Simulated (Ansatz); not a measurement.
## AlAs: geometry relaxation

- system: AlAs (F-43m, 2 atoms in the cell)
- method: DFT PBE, scalar-relativistic, plane waves, PAW, no spin polarisation (Ansatz 0.2.0)

The structure derives from an entry of the Crystallography Open Database. Figures and captions count atoms from 1; the log counts them from 0 in places.

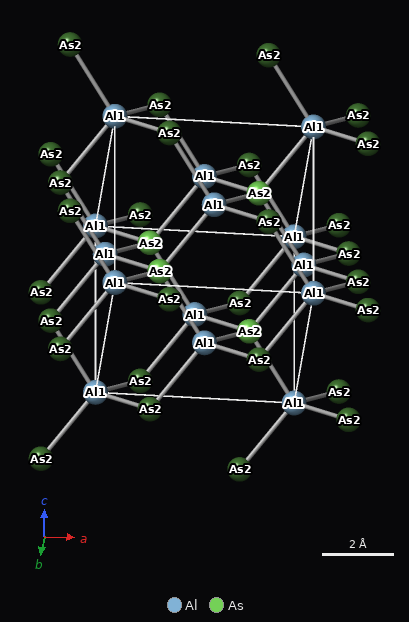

The structure as given in the input (ball-and-stick view of the cell 4 times as large as that of the calculation, set on its symmetry axes, seen at an oblique angle; neighbours outside the cell are drawn fainter; atoms are numbered from 1 in the order of the input). An atom can appear more than once, as a periodic image.

**Key numbers**

| quantity | value |
| --- | --- |
| outcome | converged |
| space group (tolerance 0.01 Å) | F-43m (216) |
| electrons treated | 18 |
| free energy | −5394.6144 eV |
| Fermi energy | 6.740 eV |
| gap on the k-point mesh | 1.50 eV |
| pressure | 0.03 GPa |
| final volume | 46.97 Å³ |
| largest force (length of the vector) at the end | under 0.001 eV/Å |
| final cell | a = 4.050 Å, b = 4.050 Å, c = 4.050 Å, α = 60.00°, β = 60.00°, γ = 60.00° |
| hardware | 1 thread of Intel Xeon @ 2.50GHz (Skylake/Cascade Lake), 189 GiB of memory available, shared host |
| wall time | 18 s |
| peak memory | 0.35 GiB |

**The input**
```yaml
crystal:
  lattice:
    - [0.0, 2.8304, 2.8304]
    - [2.8304, 0.0, 2.8304]
    - [2.8304, 2.8304, 0.0]
  atoms:
    - { symbol: Al, position: [0.0, 0.0, 0.0] }
    - { symbol: As, position: [0.75, 0.75, 0.75] }
basis:
  ecutwfc: 420
kpoints:
  mp_grid: { grid: [8, 8, 8] }
hamiltonian:
  xc: pbe
scf:
  occupations: { method: gaussian, width: 0.02 }
output:
  forces: true
  stress: true
  eigenvalues: true
  write_density: true
  write_potential: true
  elf: true
  volumetric_format: npy
relax:
  adjacent_minimum: "off"
  f_tol: 0.005
  max_steps: 80
  cell: { stress_tol: 0.05 }
```

Command:
```bash
ansatz run input.yaml --threads 1 --pin off --max-ram 2560MiB --backend cpu --events-out ev --progress --plain --runs-dir out
```

**Log**
```
Engine: ansatz 0.2.0, x86_64-unknown-linux-gnu
Pseudopotentials: kind: paw
Pseudopotential: Al, paw, valence charge 3, recommended cutoff 420 eV (normal), Al.paw.azcp
Pseudopotential: As, paw, valence charge 15, recommended cutoff 420 eV (normal), As.paw.azcp
Functional definition: PBE
  parameter kappa = 0.804
  parameter beta = 0.06672455060314922
  exchange = pbe_x(kappa = kappa, mu = beta*pi^2/3)
  correlation = pbe_c(beta = beta)
Crystal: 2 atoms, lattice volume = 45.350 Å³
Basis set: ecut = 420 eV, 893 PW (Γ), exchange–correlation on 54×54×54 points (8 copies of the dense FFT grid, shifted against one another)
Bands: 13, of which v1, the nominal top of the filled ones, is band 9 counted from 1 (8 counted from 0)
Symmetry: 24 space group operations
Space group: F-43m (ITA 216), of the structure as read, at distance tolerance 3.6e-5 Å
k-points: 29 of 512 (time reversal used)
Non-local potential: Al, projectors of the file, l = 0: 2, l = 1: 2, l = 2: 1
Non-local potential: As, projectors of the file, l = 0: 2, l = 1: 2, l = 2: 3, l = 3: 1
PAW form: soft (Blöchl's): semilocal exchange-correlation on the pseudo side does not see the compensation charge
PAW one-centre angular grid: Al, 110 points (default); XC on 64 Gauss nodes
PAW one-centre angular grid: As, 590 points (default); XC on 64 Gauss nodes
Initial density: superposition of atomic densities (neutral atoms: chi_scale 0, normalization atom), corrected by the library's trained network
Initial wavefunctions: pseudopotential atomic-orbital guess
Functional: x = pbe(κ = 0.804, μ = 0.2195149727645171), c = pbe(β = 0.06672455060314922)
SCF iter   1: F=—  HF=-5394.602280 eV  |F-HF|=—  |Δ(HF+E_count)|=         —  Δρ=1.65e-3  dr2=2.26e-3  ethr=1.77e-3  ⟨swp⟩=6.1  Hψ=2339  notcnv=0
preconditioner: auto → none  [insulator: Δε(μ)=1.420 eV  Ē_g=9.908 eV  σ=0.020 eV  W_gap=1.00  n_scr=14 (ndim 8)  ℏωp=15.6 eV  f_vac=0.006  D(μ)=0.00/eV (n_scr^D=0)  ε∞_Penn≈3.5]
SCF iter   2: F=—  HF=-5394.601575 eV  |F-HF|=—  |Δ(HF+E_count)|=   7.05e-4  Δρ=4.86e-4  dr2=1.04e-4  ethr=1.26e-5  ⟨swp⟩=2.1  Hψ=807  notcnv=0
SCF iter   3: F=—  HF=-5394.601617 eV  |F-HF|=—  |Δ(HF+E_count)|=   4.19e-5  Δρ=1.96e-4  dr2=1.21e-5  ethr=5.77e-7  ⟨swp⟩=1.9  Hψ=463  notcnv=0
SCF iter   4: F=—  HF=-5394.601586 eV  |F-HF|=—  |Δ(HF+E_count)|=   3.18e-5  Δρ=2.07e-5  dr2=9.71e-8  ethr=6.71e-8  ⟨swp⟩=2.0  Hψ=493  notcnv=0
iter 5 did not close the SCF: its close was put off for the readings that it lacked (scf_convergence_deferred on its scf_iter line)
SCF iter   5: F=-5394.601586 eV  HF=-5394.601586 eV  |F-HF|=1.52e-8  |Δ(HF+E_count)|=   1.63e-7  Δρ=2.79e-6  dr2=4.00e-9  ethr=5.39e-10  ⟨swp⟩=2.0  Hψ=638  notcnv=0
SCF iter   6: F=-5394.601586 eV  HF=-5394.601586 eV  |F-HF|=6.68e-10  |Δ(HF+E_count)|=   6.85e-9  Δρ=1.11e-6  dr2=2.94e-10  ethr=2.22e-11  ⟨swp⟩=4.9  Hψ=1872  notcnv=0
SCF 1 converged in 6 iterations: F = -5394.601586 eV  dr2 = 2.94e-10
  greatest PAW one-centre occupation: 0.999 electrons in one spin orbital (limit 2), on the As atom at site 1 (counted from 0), in its partial waves of l = 2
relax step   1: F+E_penalty+E_count = -5394.60158571 eV  Δ(F+E_penalty+E_count) = +0.000e0 eV  max|allowed force component| = 1.087e-16 eV/Å  Δτ_max = 0.0000 Å  P = +2.587 GPa  Ω = 45.350 Å³  (6 SCF iters, dr2 threshold 1.00e-7 eV, accepted)
Crystal: 2 atoms, lattice volume = 46.757 Å³
Basis set: ecut = 420 eV, 941 PW (Γ), exchange–correlation on 54×54×54 points (8 copies of the dense FFT grid, shifted against one another)
Initial density: handed on by an earlier stage of this run
Initial wavefunctions: those handed on with the density
iter 1 solved again at ethr=6.76e-6 eV; its pass at ethr=3.10e-3 eV (dr2=1.22e-3 eV) is discarded
SCF iter   1: F=—  HF=-5394.614189 eV  |F-HF|=—  |Δ(HF+E_count)|=         —  Δρ=1.28e-3  dr2=1.21e-3  ethr=6.76e-6  ⟨swp⟩=1.1  Hψ=2689  notcnv=0
preconditioner: auto → none  [insulator: Δε(μ)=1.486 eV  Ē_g=9.755 eV  σ=0.020 eV  W_gap=1.00  n_scr=14 (ndim 8)  ℏωp=15.4 eV  f_vac=0.010  D(μ)=0.00/eV (n_scr^D=0)  ε∞_Penn≈3.5]
SCF iter   2: F=—  HF=-5394.613962 eV  |F-HF|=—  |Δ(HF+E_count)|=   2.27e-4  Δρ=5.60e-4  dr2=1.64e-4  ethr=6.72e-6  ⟨swp⟩=2.4  Hψ=473  notcnv=0
SCF iter   3: F=—  HF=-5394.613912 eV  |F-HF|=—  |Δ(HF+E_count)|=   5.03e-5  Δρ=1.42e-4  dr2=1.65e-5  ethr=9.14e-7  ⟨swp⟩=2.9  Hψ=647  notcnv=0
SCF iter   4: F=—  HF=-5394.613908 eV  |F-HF|=—  |Δ(HF+E_count)|=   3.44e-6  Δρ=4.49e-5  dr2=5.99e-7  ethr=9.17e-8  ⟨swp⟩=2.0  Hψ=638  notcnv=0
SCF iter   5: F=-5394.613909 eV  HF=-5394.613909 eV  |F-HF|=1.08e-8  |Δ(HF+E_count)|=   6.18e-7  Δρ=5.11e-6  dr2=9.94e-9  ethr=1.11e-9  ⟨swp⟩=9.2  Hψ=2542  notcnv=0
SCF 2 converged in 5 iterations: F = -5394.613909 eV  dr2 = 9.94e-9
relax step   2: F+E_penalty+E_count = -5394.61390894 eV  Δ(F+E_penalty+E_count) = -1.232e-2 eV  max|allowed force component| = 5.125e-17 eV/Å  Δτ_max = 0.0000 Å  P = +0.335 GPa  Ω = 46.757 Å³  energy of the carried Pulay correction = -2.535e-4 eV  (5 SCF iters, dr2 threshold 2.00e-7 eV, accepted)
Crystal: 2 atoms, lattice volume = 46.974 Å³
iter 1 solved again at ethr=1.57e-7 eV; its pass at ethr=3.10e-3 eV (dr2=2.83e-5 eV) is discarded
SCF iter   1: F=—  HF=-5394.614165 eV  |F-HF|=—  |Δ(HF+E_count)|=         —  Δρ=1.90e-4  dr2=2.70e-5  ethr=1.57e-7  ⟨swp⟩=2.0  Hψ=2540  notcnv=0
preconditioner: auto → none  [insulator: Δε(μ)=1.502 eV  Ē_g=9.735 eV  σ=0.020 eV  W_gap=1.00  n_scr=14 (ndim 8)  ℏωp=15.3 eV  f_vac=0.007  D(μ)=0.00/eV (n_scr^D=0)  ε∞_Penn≈3.5]
SCF iter   2: F=—  HF=-5394.614109 eV  |F-HF|=—  |Δ(HF+E_count)|=   5.60e-5  Δρ=8.43e-5  dr2=3.76e-6  ethr=1.50e-7  ⟨swp⟩=2.5  Hψ=478  notcnv=0
SCF iter   3: F=—  HF=-5394.614109 eV  |F-HF|=—  |Δ(HF+E_count)|=   1.10e-7  Δρ=2.14e-5  dr2=3.75e-7  ethr=2.09e-8  ⟨swp⟩=3.0  Hψ=652  notcnv=0
SCF iter   4: F=-5394.614109 eV  HF=-5394.614109 eV  |F-HF|=1.20e-8  |Δ(HF+E_count)|=   6.45e-8  Δρ=6.79e-6  dr2=1.38e-8  ethr=1.11e-9  ⟨swp⟩=8.9  Hψ=2735  notcnv=0
SCF 3 converged in 4 iterations: F = -5394.614109 eV  dr2 = 1.38e-8
relax step   3: F+E_penalty+E_count = -5394.61410931 eV  Δ(F+E_penalty+E_count) = -2.004e-4 eV  max|allowed force component| = 3.722e-17 eV/Å  Δτ_max = 0.0000 Å  P = +0.018 GPa  Ω = 46.974 Å³  energy of the carried Pulay correction = -2.919e-4 eV  (4 SCF iters, dr2 threshold 2.00e-7 eV, accepted)
Basis set: ecut = 420 eV, 941 PW (Γ), exchange–correlation on 60×60×60 points (8 copies of the dense FFT grid, shifted against one another)
Initial wavefunctions: pseudopotential atomic-orbital guess (no wavefunctions were taken with the density)
iter 1 solved again at ethr=1.52e-7 eV; its pass at ethr=3.10e-3 eV (dr2=2.74e-5 eV) is discarded
SCF iter   1: F=—  HF=-5394.614435 eV  |F-HF|=—  |Δ(HF+E_count)|=         —  Δρ=2.87e-5  dr2=5.59e-8  ethr=1.52e-7  ⟨swp⟩=2.7  Hψ=3229  notcnv=0
preconditioner: auto → none  [insulator: Δε(μ)=1.503 eV  Ē_g=9.736 eV  σ=0.020 eV  W_gap=1.00  n_scr=14 (ndim 8)  ℏωp=15.3 eV  f_vac=0.006  D(μ)=0.00/eV (n_scr^D=0)  ε∞_Penn≈3.5]
SCF iter   2: F=—  HF=-5394.614443 eV  |F-HF|=—  |Δ(HF+E_count)|=   7.91e-6  Δρ=1.53e-5  dr2=2.13e-8  ethr=3.10e-10  ⟨swp⟩=2.0  Hψ=638  notcnv=0
SCF iter   3: F=—  HF=-5394.614444 eV  |F-HF|=—  |Δ(HF+E_count)|=   9.14e-7  Δρ=4.40e-6  dr2=1.86e-9  ethr=1.18e-10  ⟨swp⟩=2.0  Hψ=493  notcnv=0
SCF iter   4: F=—  HF=-5394.614444 eV  |F-HF|=—  |Δ(HF+E_count)|=   8.07e-8  Δρ=6.96e-7  dr2=1.30e-10  ethr=1.03e-11  ⟨swp⟩=2.0  Hψ=638  notcnv=0
SCF iter   5: F=-5394.614444 eV  HF=-5394.614444 eV  |F-HF|=2.09e-11  |Δ(HF+E_count)|=   1.30e-9  Δρ=1.35e-7  dr2=7.21e-12  ethr=1.00e-12  ⟨swp⟩=5.9  Hψ=1440  notcnv=0
SCF 4 converged in 5 iterations: F = -5394.614444 eV  dr2 = 7.21e-12
relax step   4: F+E_penalty+E_count = -5394.61444365 eV  Δ(F+E_penalty+E_count) = -3.343e-4 eV  max|allowed force component| = 3.354e-17 eV/Å  Δτ_max = 0.0000 Å  P = +0.029 GPa  Ω = 46.974 Å³  stress off target by 2.87e-2 GPa  SCF on the basis re-selected at this cell (its energy is not comparable with the rows above)  (5 SCF iters)
```

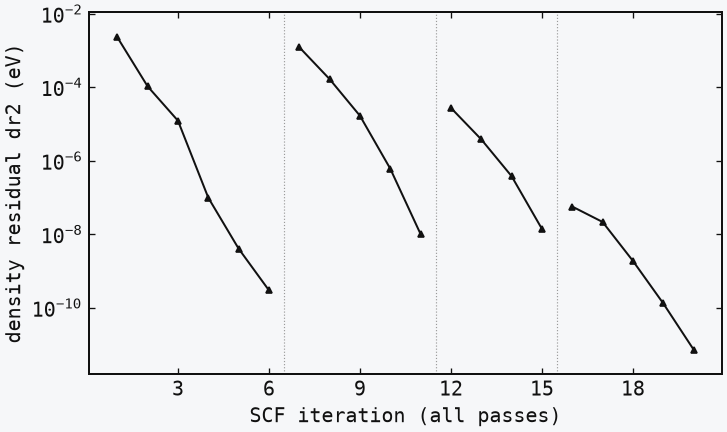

Convergence of the self-consistent field: density residual dr2 against the SCF iteration. The dotted lines part the SCF passes of the relaxation: geometry steps, rejected trials and re-solves on a re-selected basis. The passes take 6, 5, 4 and 5 iterations.

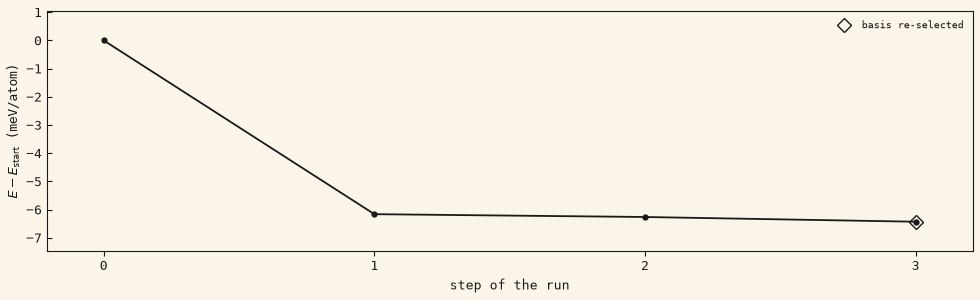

Progress of the relaxation, step by step (the first geometry is step 0 here and step 1 in the log).

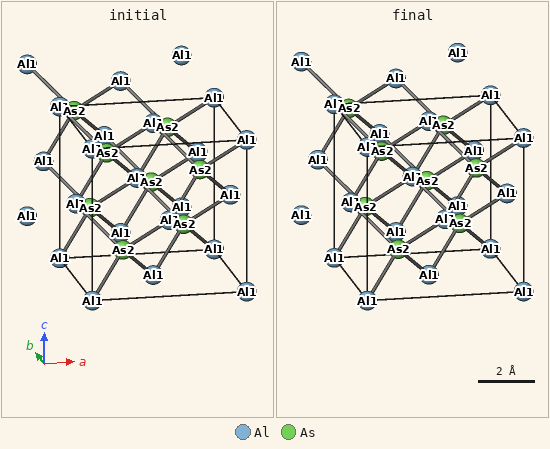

Before (left) and after (right) the relaxation, at one scale (ball-and-stick view of the cell 4 times as large as that of the calculation, set on its symmetry axes, repeated 1 × 2 × 1, seen slightly off an axis). The atoms keep their places relative to the cell (all moves are under 0.005 Å). The volume changes by +3.6 %, with a = b = c 5.661 → 5.728 Å (+1.2 %). Among the contacts that change: Al1–As2 2.451 → 2.480 Å. The space group stays F-43m (No. 216). After 2 geometry steps the energy has fallen by 6.3 meV per atom. All forces vanish by symmetry, so only the cell relaxes. Pressure: 2.59 GPa at the start and 0.03 GPa at the end. A last SCF at the same geometry on a re-selected plane-wave basis shifts the energy by −0.2 meV per atom. (Atoms are counted from 1 in the order of the input.)

```
basis re-selected at this cell: Δ(F+E_penalty+E_count) = -3.343e-4 eV, ΔP = +0.010 GPa vs the last step (what re-selecting the basis moved, of the pressure what is left beyond the Pulay correction that the steps carried, after the strain that the cell walked since its last selection, with what the two solves' SCF thresholds leave and, on support functions, any second-order correction that the steps lacked; it is no measure of the basis error at this ecutwfc). The dense FFT grid was sized anew with the basis: this SCF ran on 30×30×30 points, the steps before it on 27×27×27, so part of this shift can come from that change (see relax.cell in the input reference). This SCF's stress stands 2.87e-2 GPa from its target on what of the cell is left free (relax.cell.stress_tol is 5.00e-2 GPa) and its largest allowed force component is 3.35e-17 eV/Å (relax.f_tol is 5.00e-3 eV/Å): within both
SCF converged after 5 iterations
Free energy (F): -5394.614444 eV
Harris-Foulkes:  -5394.614444 eV  (|F-HF|=2.09e-11)
Internal energy: -5394.614444 eV  (E = F + TS)
E sigma→0 (E₀):  -5394.614444 eV
Fermi energy:    6.739660 eV
--- Per-component energies (eV) ---
  E_band       = -272.491914
  E_kinetic    = 125.795551
  E_local      = -2140.708373  (includes V_loc(G=0)·N_el)
  E_nonlocal   = -660.042623
  E_hartree    = 1141.378276
  E_xc         = -118.644976
  E_vxc        = -107.843185  (∫ρ·V_xc dr)
  E_paw        = -2303.044593  (= ΣΔE_a)
  E_vpaw       = 227.550045  (= ΣTr[D̂ρ^β])
  E_aug_tail   = 0.000007  (compensation charges beyond the density's cutoff)
  E_ewald      = -1439.347712
  E_smearing   = -0.000000  (= −TS)
  E_closure    = -0.000000  (closes the sum)
  Σ components = -5394.614444   (vs F -5394.614444, Δ=0.00e0)
--- Forces (eV/Å), atoms counted from 1 ---
  atom   1  Al    -0.00000000    -0.00000000     0.00000000
  atom   2  As     0.00000000     0.00000000    -0.00000000
  max |Σ_I F_I| component: 6.25e-17 eV/Å
--- Stress (GPa, compression-positive) ---
        0.028678       0.000000      -0.000000
       -0.000000       0.028678       0.000000
        0.000000       0.000000       0.028678
  P = ⅓ Tr σ = 0.0287 GPa (0.287 kbar)
--- Band table (eV; the first three rows and the last of 29) ---
  k-point 0: bands = ["-28.3827", "-28.3827", "-28.3827", "-28.3734", "-28.3734", "-5.6825", "5.9880", "5.9880", "5.9880", "7.7663", "10.2301", "10.2301", "10.2301"]
  k-point 1: bands = ["-28.3827", "-28.3826", "-28.3826", "-28.3733", "-28.3733", "-5.5368", "4.5657", "5.8334", "5.8334", "8.5700", "10.5024", "10.5024", "10.5820"]
  k-point 2: bands = ["-28.3826", "-28.3823", "-28.3823", "-28.3733", "-28.3733", "-5.1341", "2.6698", "5.5268", "5.5268", "8.4614", "10.8458", "10.8458", "12.2372"]
  k-point 28: bands = ["-28.3825", "-28.3821", "-28.3811", "-28.3735", "-28.3729", "-3.8035", "1.0041", "2.9509", "3.2896", "10.3044", "11.4542", "11.5733", "12.0142"]
--- Relaxed structure (3 steps of the walk, 3 accepted, 1 SCFs on fresh bases) ---
  F+E_penalty+E_count = -5394.61444365 eV   max|allowed force component| = 3.354e-17 eV/Å   (the final SCF, on the basis selected at the relaxed cell)
  cell:  # Å, volume = 46.9744 Å³
    - [2.7769777579280953e-33, 2.863806671138177, 2.863806671138177]
    - [2.863806671138177, 1.3757504488818092e-32, 2.863806671138177]
    - [2.863806671138177, 2.863806671138177, 6.445645621612923e-33]
  atoms:
    - { symbol: Al, position: [5.386851820613911e-34, -4.649703676740429e-34, -7.144666625235292e-34] }
    - { symbol: As, position: [0.7499999999999999, 0.7499999999999999, 0.7499999999999999] }
```

**Trajectory as extended XYZ (Å, eV, eV/Å), 4 frames, from step=1 to step=4**
```
2
Lattice="0.0000 2.8304 2.8304 2.8304 0.0000 2.8304 2.8304 2.8304 0.0000" Properties=species:S:1:pos:R:3:forces:R:3 step=1 energy=-5394.60159 pressure_GPa=2.59
Al    0.0000    0.0000    0.0000    0.0000   0.0000   0.0000
As    4.2456    4.2456    4.2456    0.0000   0.0000   0.0000
2
Lattice="0.0000 2.8594 2.8594 2.8594 0.0000 2.8594 2.8594 2.8594 0.0000" Properties=species:S:1:pos:R:3:forces:R:3 step=2 energy=-5394.61391 pressure_GPa=0.33
Al    0.0000    0.0000    0.0000    0.0000   0.0000   0.0000
As    4.2891    4.2891    4.2891    0.0000   0.0000   0.0000
2
Lattice="0.0000 2.8638 2.8638 2.8638 0.0000 2.8638 2.8638 2.8638 0.0000" Properties=species:S:1:pos:R:3:forces:R:3 step=3 energy=-5394.61411 pressure_GPa=0.02
Al    0.0000    0.0000    0.0000    0.0000   0.0000   0.0000
As    4.2957    4.2957    4.2957    0.0000   0.0000   0.0000
2
Lattice="0.0000 2.8638 2.8638 2.8638 0.0000 2.8638 2.8638 2.8638 0.0000" Properties=species:S:1:pos:R:3:forces:R:3 step=4 energy=-5394.61444 pressure_GPa=0.03
Al    0.0000    0.0000    0.0000    0.0000   0.0000   0.0000
As    4.2957    4.2957    4.2957    0.0000   0.0000   0.0000
```

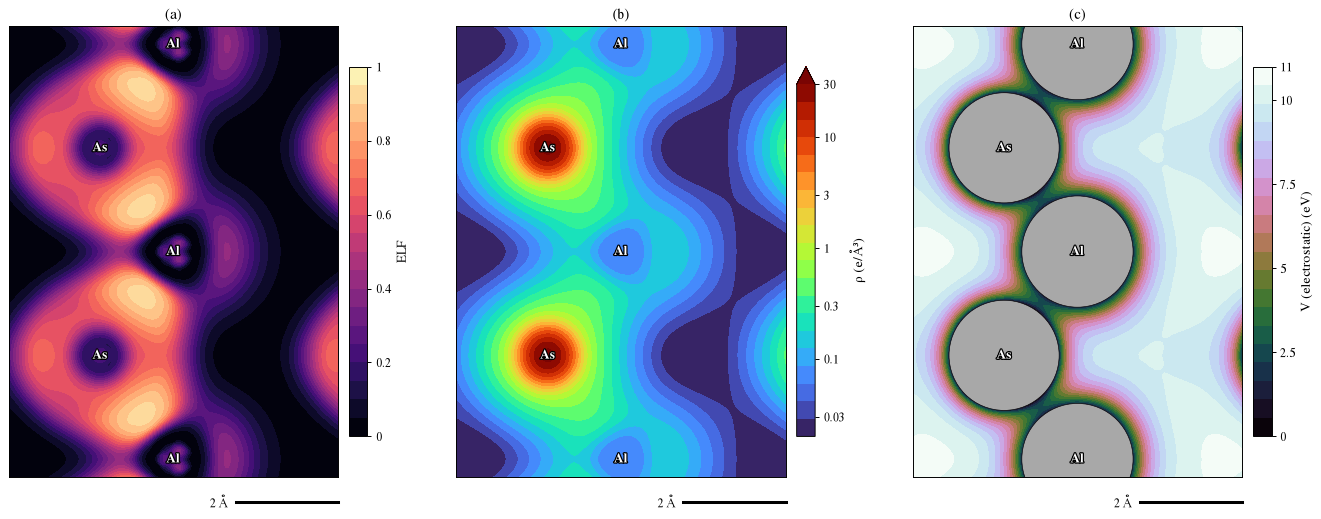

(a) ELF; (b) valence electron density; (c) electrostatic potential energy of an electron on the (101) plane of the conventional cell. Grey discs, where drawn, cover atomic cores. Away from the nuclei the density in this plane falls to 0.02 e/Å³ at its lowest. Outside the cores the potential energy rises away from the atoms and is highest about 2.5 Å from the nearest atoms; outside the discs it spans about 10 eV, and its zero is arbitrary. Core electrons are frozen (PAW), so the fields are smoothed inside the atomic spheres.

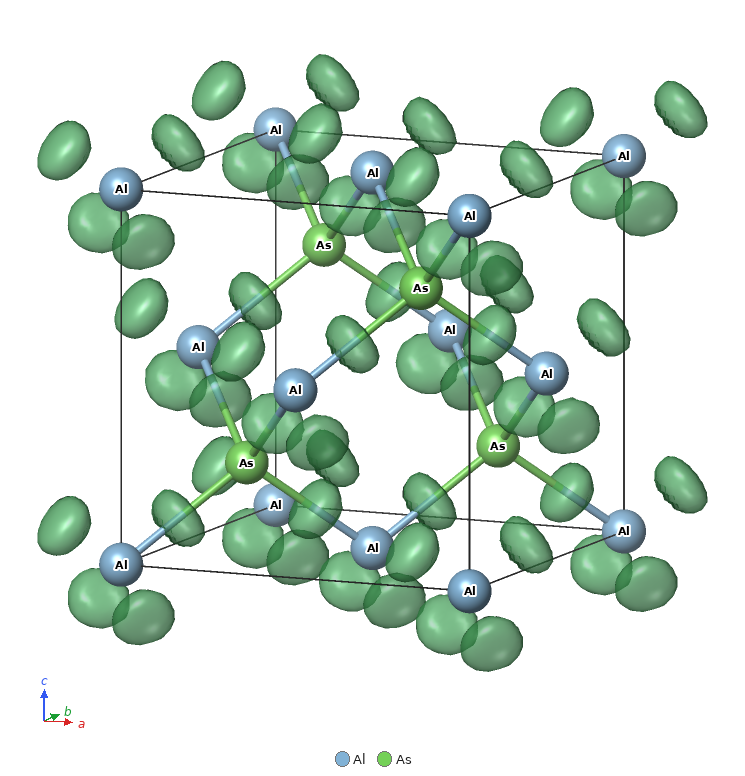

Isosurface of the electron localisation function at 0.85 (green), seen slightly off an axis. Only the valence region is drawn (cores and ρ < 0.01 e/Å³ removed). Sticks mark near contacts. The outline is the cell set on symmetry axes. Values along the shortest contacts: Al–As (2.48 Å): the ELF peaks at about 0.90 between the atoms, as expected for localised, shared-pair bonding.
